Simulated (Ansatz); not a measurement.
One cell, run at 8 values of the k-point mesh.
P (Cmce, 4 atoms in the cell); DFT, r2SCAN, plane waves (500 eV) with PAW, scalar-relativistic (Ansatz); Fermi–Dirac smearing of 0.05 eV.
ΔE is the free energy less its value at the densest setting, 14×14×10.
Dashed lines or grey bands mark the tolerance: 1 meV/atom.
Values: 2×2×1, 3×3×2, 4×4×3, 5×5×4, 6×6×4, 8×8×6, 11×11×8 and 14×14×10.

How do the results converge (to 1 meV/atom)?

Answer. The free energy is within 1 meV/atom of the densest setting's value from 8×8×6 on. It is off by 570 meV/atom at 2×2×1, 30 meV/atom at 4×4×3 and 4.3 meV/atom at 6×6×4 (always above it).

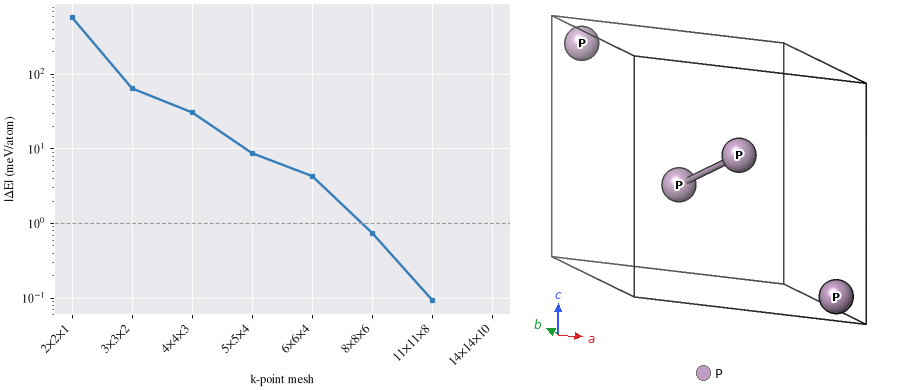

Beside the plot: the structure.
